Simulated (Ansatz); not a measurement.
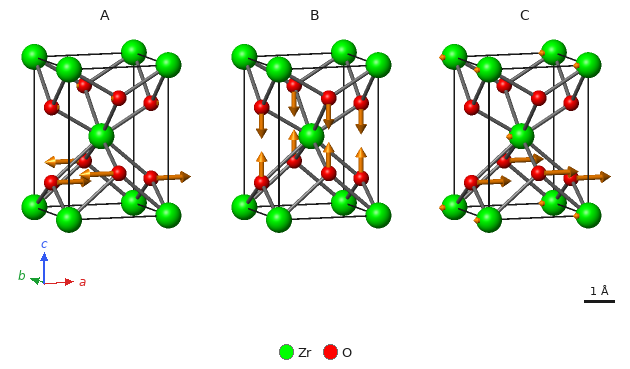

Modes of solid ZrO2 relaxed at 3 GPa, space group P4₂/nmc (No. 137), at the zone centre (one member of each degenerate set). The orange arrows give the relative displacements of the atoms. Style: ball-and-stick. Shown: the cell of the calculation, slightly off an axis.

Level of theory: DFT PBEsol, scalar-relativistic, plane waves, PAW (Ansatz 0.2.0).

Frequencies are those without the non-analytic (LO–TO) term.

**Give the symmetry species and the selection rules of each.**

A is E_g, Raman-active by symmetry (454 cm⁻¹). B is B₂u, silent by symmetry (neither infrared- nor Raman-active) (654 cm⁻¹). C is E_u, infrared-active by symmetry (135 cm⁻¹). The crystal has a centre of inversion, so no mode is both.
